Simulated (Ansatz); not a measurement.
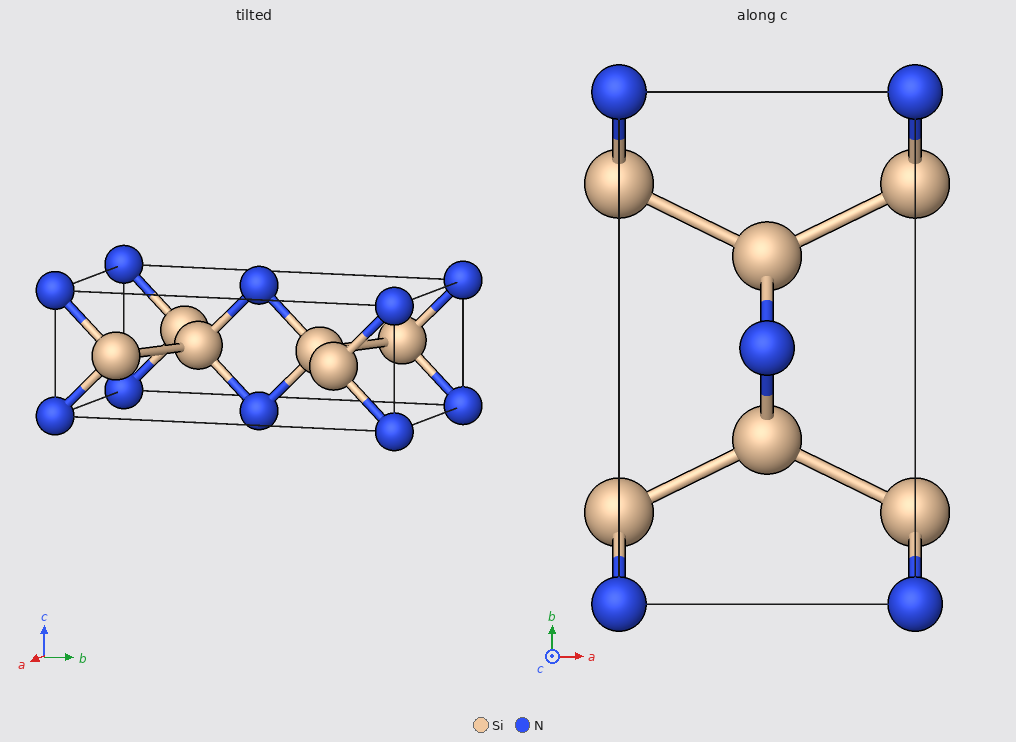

The figure gives a ball-and-stick picture of the atoms, viewed slightly off an axis and along the c axis. The frame is the conventional unit cell; atoms at its boundary are shown with their periodic copies. Cell: a = 4.30 Å, b = 7.43 Å, c = 2.62 Å, α = 90.00°, β = 90.00°, γ = 90.00°.

The starting point was a structure type filled with these elements by a generator (whether the compound takes this form wasn't checked). Earlier steps of the study may have refined or changed the cell and positions. It went into a calculation with Ansatz.

Question: Caption:

Answer: The material is Si2N. The structure has Cmmm (No. 65) symmetry and a base-centred orthorhombic lattice. It has 6 atoms to the cell (4 Si, 2 N). Counting atoms within bonding range gives coordination numbers of Si 4 and N 4.

Run with DFT PBE, scalar-relativistic, plane waves, PAW (Ansatz 0.2.0) and these settings: E_cut = 420 eV, k-points about 0.14 Å⁻¹ apart, Gaussian smearing of 0.1 eV, no spin polarisation.

Question: What does the calculation say: metal or gapped?

Answer: A metal: bands cross the Fermi level.

Question: Predict the Bader charges.

Answer: Si +1.21 e; N -2.42 e.

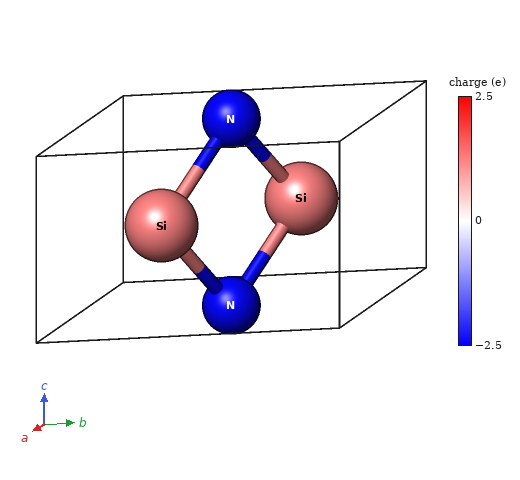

The atoms coloured by those charges. The run's cell of 3 atoms is drawn, so axes and origin can differ from the first picture.

Question: Does this geometry sit at a stationary point of the energy?

Answer: Yes. All forces vanish to within 0.01 eV/Å. The pressure is 0.0 GPa, close to zero.
